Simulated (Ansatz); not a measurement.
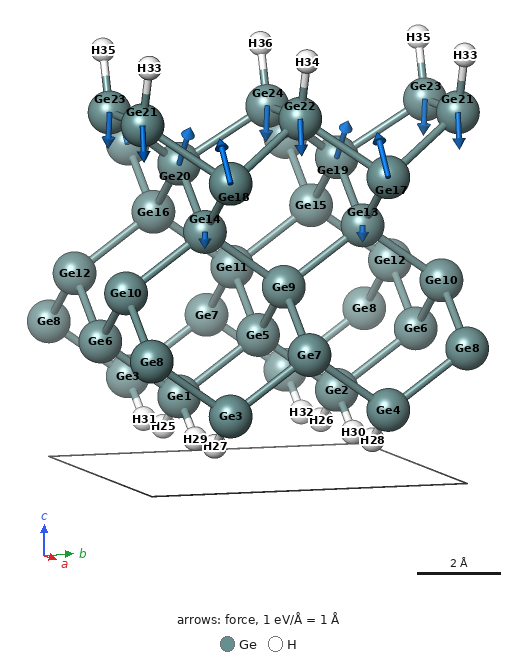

Starting geometry of a slab of composition Ge$_{2}$H (cut from the Fd-3m phase) with the computed forces as blue arrows. The picture is a ball-and-stick view of the cell of the calculation, outlined in the plane, without the vacuum, seen slightly off an axis.

Case: clean slab, lower planes held. The slab is the (1 0 0) face of Ge. 12 atoms are held fixed.

These are results of DFT PBE+D3(BJ), scalar-relativistic, plane waves, PAW in Ansatz, not measurements. Settings: plane-wave cutoff 420 eV; k-point mesh 3 × 3 × 1; occupations gaussian; smearing width 0.1 eV; no spin polarisation; dipole correction; atoms relaxed in a fixed cell; force threshold 0.03 eV/Å; at most 70 steps.

What follows when this structure is relaxed?

It isn't relaxed: the largest force vector, on Ge atoms, is 1.34 eV/Å. The final displacements follow the starting forces only in part (cosine between the two patterns 0.63). The energy falls by 0.576 eV per cell of the calculation in 3 accepted moves (4 points after the start). Largest force component: 1 eV/Å at the start, 0.028 eV/Å at the end. 1 step only repeated the SCF at the same geometry. The largest moves, 0.16 Å, are those of H33, H34, H35 and H36. H35 goes at 13° to the normal (−c side). By element the largest moves are H 0.16 Å, Ge 0.16 Å. The lattice vectors keep their values. Near-neighbour distances that change, for instance: Ge17–Ge21 2.572 → 2.466 Å, Ge21–Ge23 2.580 → 2.533 Å, Ge10–Ge13 2.468 → 2.424 Å, Ge11–Ge15 2.468 → 2.507 Å. Bond angles that change, for instance: Ge19–Ge24–Ge20 103.1° → 109.6°, Ge17–Ge13–Ge19 109.5° → 103.7°, H27–Ge3–H31 109.5° → 104.8°.
